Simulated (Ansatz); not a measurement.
**BAs: density, localisation and related maps**

```
CELL_PARAMETERS angstrom
2.38850 -2.38850 0.00000
2.38850 2.38850 0.00000
0.00000 0.00000 4.58592
ATOMIC_POSITIONS crystal
B 0.00000 0.00000 0.00000
B 0.50000 0.50000 0.50000
As 0.50000 0.00000 0.25000
As 0.00000 0.50000 0.75000
```

Space group I-4m2; changed on purpose from its base cell (strain +0.000 along x and y, -0.040 along z, atoms carried along).

Computed with DFT LDA, scalar-relativistic, plane waves, PAW (Ansatz 0.2.0).

Core electrons are frozen (PAW), and the valence fields are smoothed inside the atomic spheres.

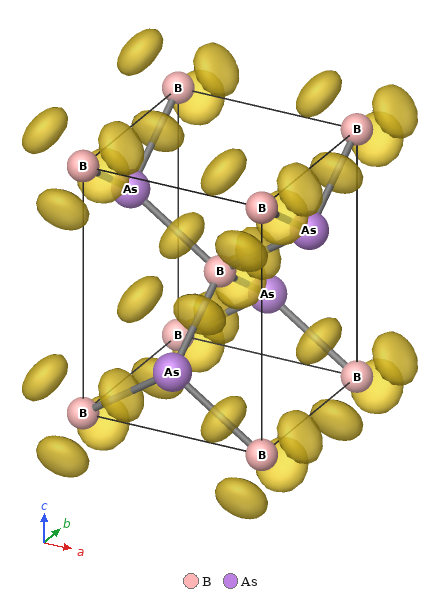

Figure 1. Isosurface of the ELF at 0.8 (yellow), seen at an oblique angle. Core shells and regions of very low density are left out. Sticks mark near contacts.

Question: Identify the bonds, lone pairs and shells in this picture.

Answer: At this value the surface marks out eight regions between bonded As–B atoms (shared pairs), counted in one cell of 4 atoms. Regions shared between cells count once. Profiles from the grid: B–As (2.04 Å): the ELF peaks at about 0.90 between the atoms; localised, covalent bonding.

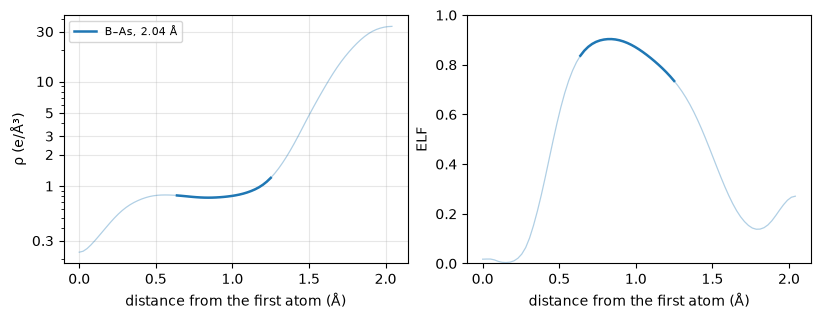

Figure 2. Valence pseudo-density and electron localisation function along straight lines between neighbouring atoms. Thin, pale parts lie inside the atomic spheres.

Question: What kind of bonding do the profiles show?

Answer: B–As (2.04 Å): ρ is about 0.82 e/Å³ halfway; the ELF peaks at about 0.90 between the atoms (a shared electron pair).

Question: Does the calculation make it a metal, or give it a gap?

Answer: It is gapped, with a Kohn–Sham gap of 0.48 eV on the k-point mesh, an upper bound to the gap of this method.
